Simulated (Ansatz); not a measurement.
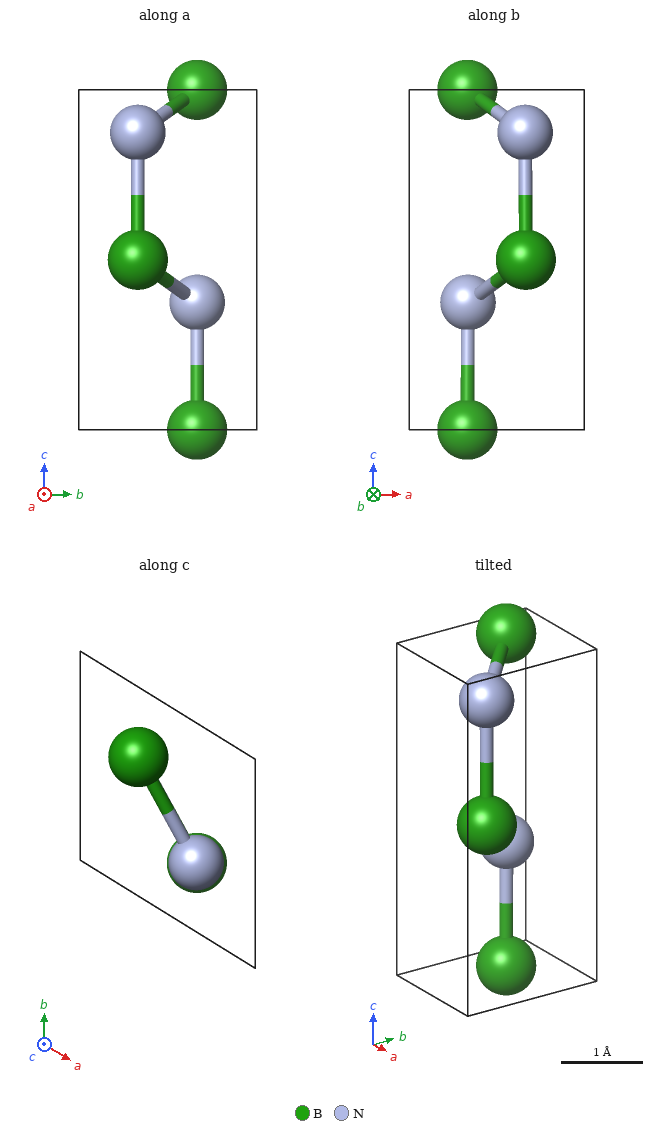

Figure: ball-and-stick view along the a axis, along the b axis, along the c axis and slightly off an axis. The edges of the unit cell are marked.

Lattice parameters: a = 2.544 Å, b = 2.588 Å, c = 4.208 Å, α = 90.00°, β = 90.00°, γ = 121.71°. Put a along x and b in the xy plane.

### Put the structure into a POSCAR file, with free fractional coordinates to two decimals.

```
B N
1.0
     2.544    0.000    0.000
    -1.360    2.202    0.000
     0.000    0.000    4.208
B N
2 2
Direct
  0.33 0.67 0.00
  0.67 0.33 0.50
  0.34 0.67 0.37
  0.66 0.33 0.87
```

Provenance: a structure type filled with these elements by a generator (whether the compound takes this form wasn't checked). The cell was then strained or its atoms displaced on purpose. It was run through Ansatz as a DFT input.

At this level of theory the cell isn't at rest (compressed, at 5 GPa), so its distances can differ from those at equilibrium, the more so the softer the solid.
